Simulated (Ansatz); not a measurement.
System: MoS2 (slab).

```xyz
27
Lattice="9.4588 0.0000 0.0000 -4.7294 8.1916 0.0000 0.0000 0.0000 19.1272" Properties=species:S:1:pos:R:3 pbc="T T T"
S     3.1529    1.8203    8.0000
S     1.5764    4.5509    8.0000
S     0.0000    7.2814    8.0000
S     6.3059    1.8203    8.0000
S     4.7294    4.5509    8.0000
S     3.1530    7.2814    8.0000
S     0.0000    1.8203    8.0000
S    -1.5765    4.5509    8.0000
S    -3.1530    7.2814    8.0000
Mo    1.5765    0.9102    9.5680
Mo    0.0000    3.6407    9.5680
Mo   -1.5765    6.3713    9.5680
Mo    4.7295    0.9102    9.5680
Mo    3.1530    3.6407    9.5680
Mo    1.5765    6.3713    9.5680
Mo    7.8824    0.9102    9.5680
Mo    6.3059    3.6407    9.5680
Mo    4.7294    6.3713    9.5680
S     3.1529    1.8203   11.1361
S     1.5764    4.5509   11.1361
S     0.0000    7.2814   11.1361
S     6.3059    1.8203   11.1361
S     4.7294    4.5509   11.1361
S     3.1530    7.2814   11.1361
S     0.0000    1.8203   11.1361
S    -1.5765    4.5509   11.1361
S    -3.1530    7.2814   11.1361
```

Computed without spin polarisation.

Level of theory: DFT PBE+D3(BJ), scalar-relativistic, plane waves, PAW (Ansatz).

Predict the valence pseudo-density and electron localisation function between the atoms.

Answer. Mo–S (2.40 Å): ρ at the midpoint is about 0.61 e/Å³; the ELF peaks at about 0.85 in the valence shell of S, 0.8 Å from its nucleus, and is about 0.45 at the midpoint.

Metal or insulator at this level of theory?

Answer. It is gapped, with a Kohn–Sham gap of 1.8 eV on the k-point mesh, an upper bound to the gap of this method.

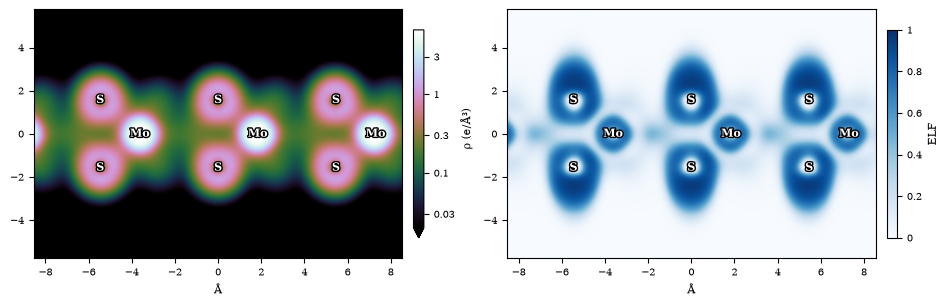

Computed valence pseudo-density and electron localisation function on the (110) plane of the calculation cell, a cut from vacuum to vacuum, in this order. 

Core electrons are frozen (PAW), and the valence fields are smoothed inside the atomic spheres.
